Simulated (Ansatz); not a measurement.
Structure data:

```xyz
12
Lattice="5.0584 0.0000 0.0000 0.0000 5.0584 0.0000 0.0000 0.0000 5.2027" Properties=species:S:1:pos:R:3 pbc="T T T"
Hf    2.5292    0.2000    2.6013
Hf    0.0000    0.0000    0.0000
O     1.2646    1.2646    3.6219
O     1.2646    3.7938    4.1821
O     1.2646    3.7938    1.5808
O     1.2646    1.2646    1.0206
Hf    0.0000    2.7292    2.6013
Hf    2.5292    2.5292    0.0000
O     3.7938    3.7938    3.6219
O     3.7938    1.2646    4.1821
O     3.7938    1.2646    1.5808
O     3.7938    3.7938    1.0206
```

Work out the structure from the coordinates.

The material is HfO₂. Space group: C2 (No. 5). Lattice: base-centred monoclinic. Content of the cell: 4 Hf, 8 O (Z = 4). Numbers of contacts at bonding distance: Hf 8 and O 4. Not all metal-metal contacts are counted.

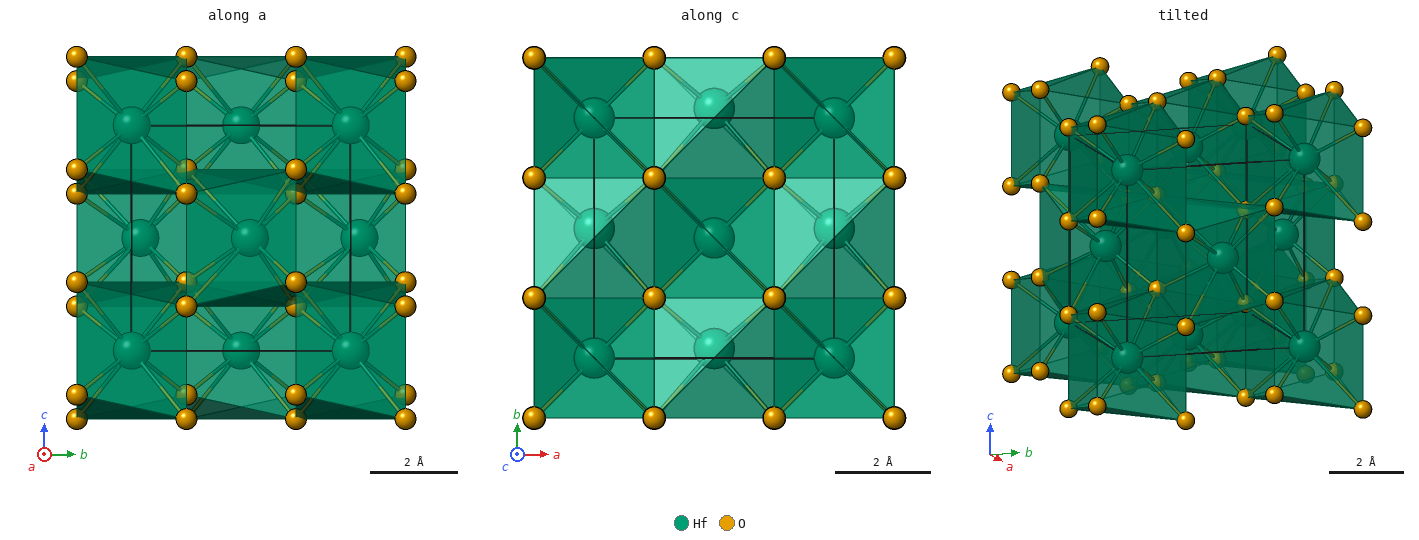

Structure drawing (polyhedral), viewed along the a axis, along the c axis and slightly off an axis. Thin lines show the conventional unit cell, with boundary atoms drawn in all their periodic places. Some neighbours outside the box are added.

Provenance: a structure listed in the Materials Project. The cell was then strained or its atoms displaced on purpose. It went into a calculation with Ansatz.

At this level of theory the run's own cell isn't at rest (forces up to 2.4 eV/Å), so its distances can differ from those at equilibrium, the more so the softer the solid.
